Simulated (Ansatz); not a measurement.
The structure in question:

```yaml
crystal:
  lattice:
    - [2.45626, 0.00000, 0.00000]
    - [-1.22813, 2.12718, 0.00000]
    - [0.00000, 0.00000, 33.19087]
  atoms:
    - { symbol: C, position: [0.00000, 0.00000, 0.94854] }
    - { symbol: C, position: [0.33333, 0.66667, 0.94854] }
    - { symbol: C, position: [0.00000, 0.00000, 0.71813] }
    - { symbol: C, position: [0.33333, 0.66667, 0.71813] }
    - { symbol: C, position: [0.66667, 0.33333, 0.28187] }
    - { symbol: C, position: [0.00000, 0.00000, 0.28187] }
    - { symbol: C, position: [0.66667, 0.33333, 0.05146] }
    - { symbol: C, position: [0.00000, 0.00000, 0.05146] }
    - { symbol: C, position: [0.33333, 0.66667, 0.61521] }
    - { symbol: C, position: [0.66667, 0.33333, 0.61521] }
    - { symbol: C, position: [0.33333, 0.66667, 0.38479] }
    - { symbol: C, position: [0.66667, 0.33333, 0.38479] }
```

Question: Interpret the file: composition, symmetry and coordination.

Answer: The element is carbon. Space group: R-3m (No. 166). Lattice: rhombohedral (trigonal R). The cell holds twelve atoms. Each C atom is coordinated by three C in a trigonal planar arrangement at 1.42 Å. The bonds build C layers parallel to (001).

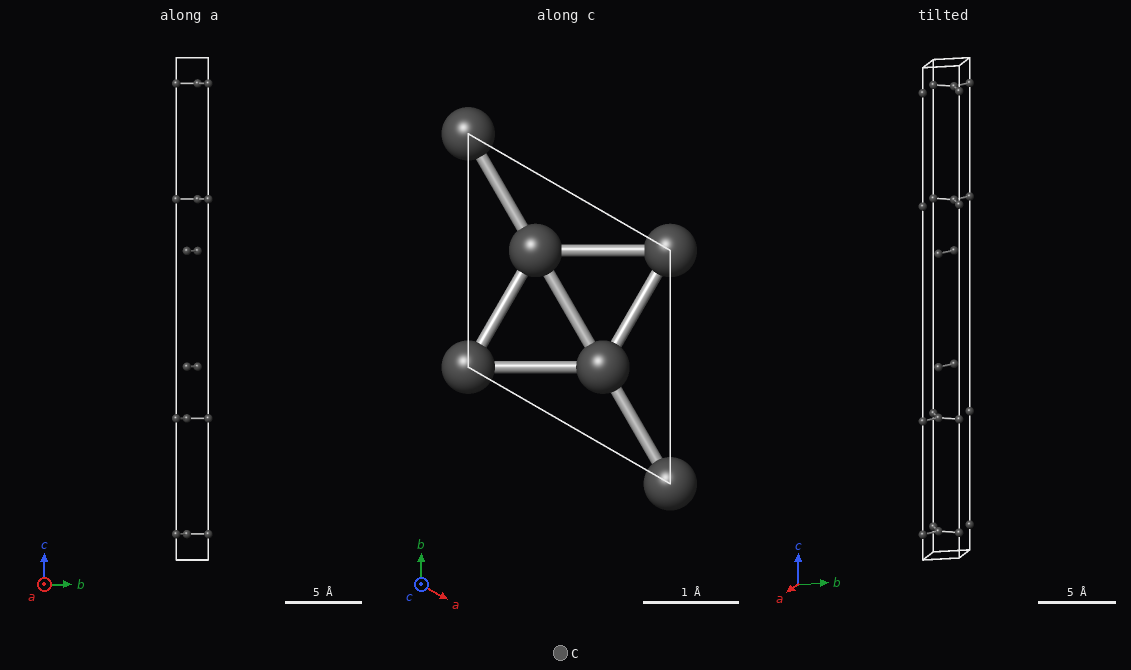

The figure gives a ball-and-stick picture of the atoms, viewed along the a axis, along the c axis and slightly off an axis. The wireframe shows the conventional unit cell.

It derives from a structure listed in the Materials Project. Earlier steps of the study may have refined or changed the cell and positions. It went into a calculation with Ansatz.
